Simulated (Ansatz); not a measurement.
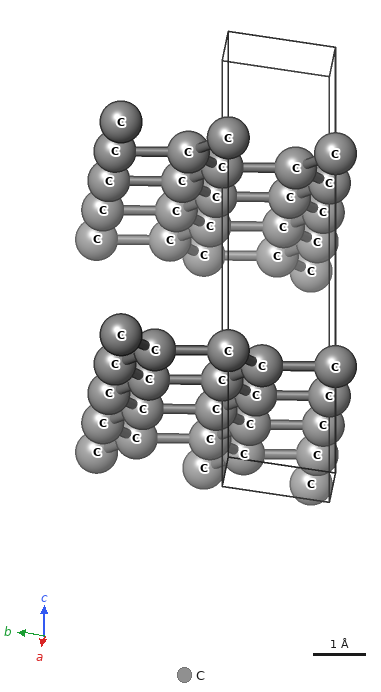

Reference structure: a crystal of C (set up in P6_3/mmc). Style: ball-and-stick. Shown: the cell of the calculation, repeated 4 × 2 × 1 with one cell outlined, from a free direction.

Computed with Ansatz, DFT PBE, scalar-relativistic, plane waves, PAW. Set-up: plane-wave cutoff 420 eV; occupations gaussian; smearing width 0.1 eV; no spin polarisation. The k-mesh is chosen for each cell (18×18×6, 18×18×10).

Now this is done to it. Every carbon atom is replaced by boron, which gives B. Cell and atoms are relaxed again (to zero pressure within 0.1 GPa, forces under 0.01 eV/Å).

Input
```yaml
crystal:
  lattice:
    - [3.0040793466, 0.0, 0.0]
    - [-1.5020396733, 2.6016090292, 0.0]
    - [0.0, 0.0, 3.952161553]
  atoms:
    - { symbol: B, position: [0.0, 0.0, 0.25] }
    - { symbol: B, position: [0.0, 0.0, 0.75] }
    - { symbol: B, position: [0.3333333333, 0.6666666667, 0.25] }
    - { symbol: B, position: [0.6666666667, 0.3333333333, 0.75] }
basis:
  ecutwfc: 420
kpoints:
  mp_grid: { grid: [18, 18, 10] }
hamiltonian:
  xc: pbe
scf:
  occupations: { method: gaussian, width: 0.1 }
output:
  forces: true
  stress: true
  eigenvalues: true
relax:
  adjacent_minimum: "off"
  f_tol: 0.01
  max_steps: 60
  cell: { stress_tol: 0.1 }
```

Run as
```bash
ansatz run input.yaml --threads 1 --pin off --max-ram 2560MiB --backend cpu --events-out ev --progress --plain --runs-dir out
```

What does the calculation give for the changed structure?

The volume per atom goes from 11.15 to 7.83 Å³. Cell: a = b 2.467 → 2.994 Å (+21.4 %), c 8.465 → 4.033 Å (−52.4 %). Volume −29.8 %. The space group stays P6_3/mmc (No. 194).

Drawn alike, the variant:

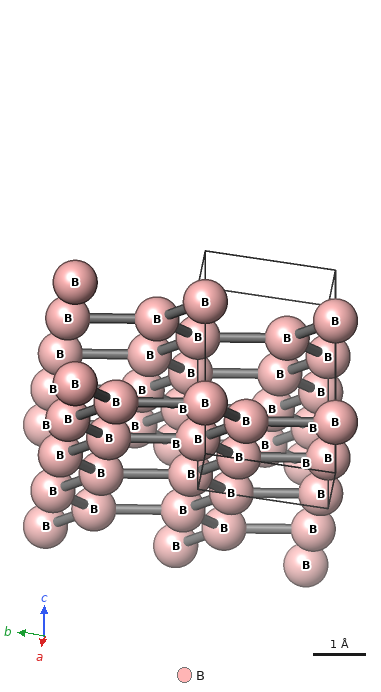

Limits of the set-up: layers or molecules are held without a dispersion correction, so their spacing is unreliable.
